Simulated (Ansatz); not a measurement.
## GaN (P6_3mc): refractive index against wavelength

The refractive index of GaN (P6_3mc) along x below the direct gap (1.96 eV on the mesh) is read from one computed spectrum, n = √(Re ε). x, y and z are the Cartesian axes of the input cell.

It takes space group P6_3mc (No. 186, hexagonal). The conventional cell has a = 3.180 Å, b = 3.180 Å, c = 5.166 Å, α = 90.00°, β = 90.00°, γ = 120.00°. Ga on site b has 4 N at 1.94 to 1.95 Å as nearest neighbours. N on site b is surrounded by 4 Ga at 1.94 to 1.95 Å.

Method: Ansatz 0.2.0, PBE, independent particles, k-mesh 12×12×7 with interpolation inside its cells, Gaussian parameter 0.15 eV.

Launch of the response step: `ansatz run input.yaml --threads 4 --pin off --max-ram 8192MiB --backend cpu --events-out ev --progress --plain --runs-dir out`. The run took 22 s, on 4 threads of Arm Neoverse V1 (shared host).

```
wavelength (nm)  photon energy E (eV)       n
           3000                 0.413  2.4301
           2000                 0.620  2.4365
           1550                 0.800  2.4445
           1310                 0.946  2.4528
           1064                 1.165       ?
```

In the single-oscillator model n² − 1 = E₀E_d/(E₀² − E²), so 1/(n² − 1) = E₀/E_d − E²/(E₀E_d) is linear in E².

Working, on the rows shown:

| x = E² (eV²) | y = 1/(n² − 1) |
| --- | --- |
| 0.170801 | 0.203858 |
| 0.384302 | 0.202571 |
| 0.639837 | 0.200982 |
| 0.895757 | 0.199353 |

Means: x̄ = 0.52267, ȳ = 0.20169. Σ(x − x̄)(y − ȳ) = -0.00184, Σ(x − x̄)² = 0.2959. Slope = -0.00184 / 0.2959 = -0.006217; intercept = ȳ − slope · x̄ = 0.20494. Turned back into n, the line misses the rows shown by at most 0.0001.

**Question.** What does the fit predict for the withheld row, and how well does it do?

**Answer.** At x = 1.3578 the line gives y = 0.1965, that is 2.4676. The run gave 2.4692, so the extrapolation is off by 0.0016, 4 % of the range in the table.

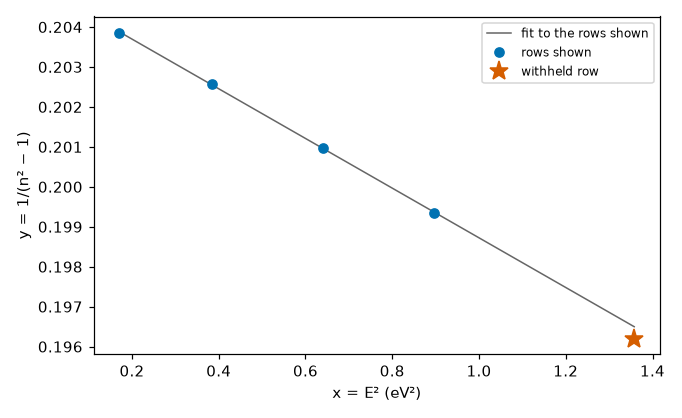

Refitted with all rows, the slope is -0.006454 and the intercept 0.20504. These give E₀ = √(intercept/−slope) = 5.64 eV and E_d = E₀/intercept = 27.5 eV; E₀ is 2.9 times the direct gap. The electronic limit at long wavelengths, without lattice vibrations, is n = √(1 + 1/intercept) = 2.424. The cell comes from an older database entry, whose edges can be off by a per cent or so. Excitons are left out and so are local fields; PBE gaps are as a rule too small. Spin-orbit coupling is left out.

[Logs are printed without paths, hosts, clocks, repeated set-up lines and the standing remarks that a program may print on its own settings, such as how far it seeks lower states.]
